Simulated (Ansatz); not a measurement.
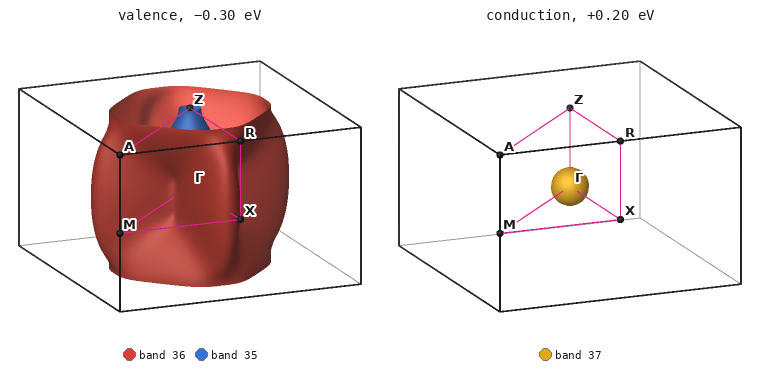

CuI (P4/nmm): constant-energy surfaces at both band edges (energies from each edge).

Theory: DFT PBE, scalar-relativistic, plane waves, PAW; levels and slopes on a dense k mesh at the converged density in Ansatz 0.2.0. No spin polarisation. Mesh 28×28×18, interpolated with the band slopes. The geometry was not relaxed. The cell comes from a database of computed structures, not from a measurement.

Masses come from a second pass at points close to the extrema; at the energies drawn a band may no longer be parabolic.

Question: What kind of gap has this crystal, and what size does the calculation give?

Answer: The gap is direct, 1.61 eV at this level of theory, which underestimates gaps and can reorder valleys that lie close.

Question: Give the valleys and their effective masses.

Answer: Valence band (extrema up to 0.30 eV from the edge): one maximum at Γ, two bands meeting there, with masses of 0.25 and 6.23 mₑ along x, 0.25 and 6.23 mₑ along y and 1.31 mₑ along z. Band 36 forms the valence edge; band 35 meets it there. The surfaces also take in Z, where this band lies 0.28 eV below its edge.
Conduction band (extrema up to 0.20 eV from the edge): one minimum at Γ, principal masses 0.22, 0.22 and 0.24 mₑ. Band 37 forms the conduction edge.

Where one band's surface lies inside another's, the outer one hides all or part of it.

Spin-orbit coupling, left out here, can change the gap, its kind, the place of the band edges and the masses, since the compound holds I.

Cost: 5 min on 1 thread of Arm Neoverse V1 (shared host), peak memory 2.3 GiB.
